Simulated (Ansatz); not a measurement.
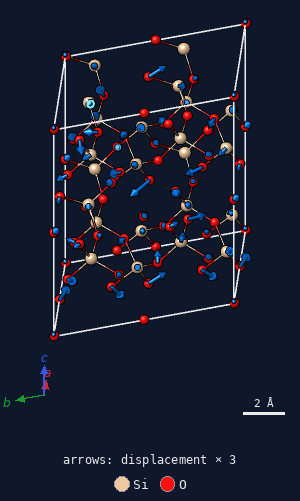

A relaxation of a defect cell of composition Si23O47. The starting structure is drawn; blue arrows show the displacements, magnified 3 times.

A ball-and-stick model of the cell of the calculation (origin shifted), seen from a free direction.

Method: DFT, PBEsol, PAW, plane waves in Ansatz. Set-up: plane-wave cutoff 420 eV; k-point mesh 1 × 1 × 1; mesh shifted by (0.25, 0.25, 0.25); collinear spin; atoms relaxed in a fixed cell; force threshold 0.03 eV/Å; at most 80 steps.

Describe the change and its energy.

Over 10 geometry steps the energy falls by 2.891 eV per cell of the calculation. Largest force component: 3.9 eV/Å at the start, 0.025 eV/Å at the end. The largest moves, 0.48 Å, are those of O atoms. By element the largest moves are O 0.48 Å, Si 0.37 Å. The cell stays as it was. Among the contacts that change: Si–Si 3.061 → 2.439 Å, O–Si 1.715 → 1.622 Å, O–Si 1.699 → 1.616 Å, O–Si 1.550 → 1.633 Å. New bonds form, among them: Si–Si (3.06 → 2.44 Å). Among the angles between lasting bonds that change: Si–O–Si 141.8° → 164.4°, Si–O–Si 135.6° → 153.4°, Si–O–Si 143.8° → 161.0°. The program noted that the starting moments weren't kept.
